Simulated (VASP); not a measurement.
The cell of NaF in space group Fm-3m. Source of the atomic positions: an entry of the Crystallography Open Database, as set up for an electronic-structure calculation.

```cif
data_structure
_symmetry_space_group_name_H-M 'Fm-3m'
_symmetry_Int_Tables_number 225
_cell_length_a 4.6400
_cell_length_b 4.6400
_cell_length_c 4.6400
_cell_angle_alpha 90.000
_cell_angle_beta 90.000
_cell_angle_gamma 90.000
_cell_volume 99.90
loop_
_atom_site_label
_atom_site_type_symbol
_atom_site_symmetry_multiplicity
_atom_site_Wyckoff_symbol
_atom_site_fract_x
_atom_site_fract_y
_atom_site_fract_z
_atom_site_occupancy
Na1 Na 4 a 0.00000 0.00000 0.00000 1
F1 F 4 b 0.50000 0.00000 0.00000 1
```

At each point the valence sum V of a Na+ ion is computed from the anions within 5 Å (s = exp((R0 − d)/b), R0 fitted to published crystal structures with b = 0.37 Å; R0: Na+–F 1.649 Å). The other Na+ ions are ignored. This is an empirical screen for pathways, not an energy calculation.

> Along which directions could Na+ move by this screen (counting the regions that come within 0.6 Å of a Na site)?

From a mismatch of about 0.65 v.u. the regions form a three-dimensional network. These are grid estimates, good to about 0.1 v.u.

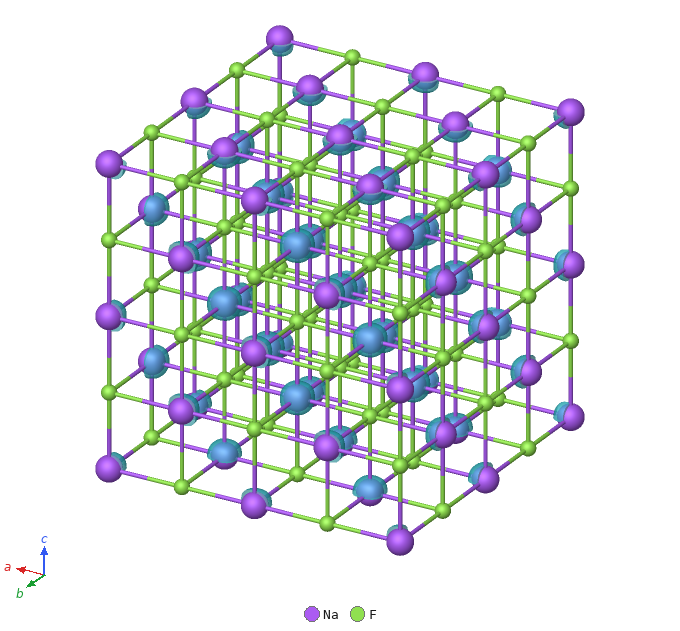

Bond-valence mismatch map for Na+ in NaF (Fm-3m, No. 225): the teal surface encloses the points where |V − 1| < 0.2 v.u. (2×2×2 cells, view from a free direction). Pale faces close the region where the drawn box cuts it.

> What is the valence sum at the Na sites themselves?

0.99 v.u., against the formal 1.
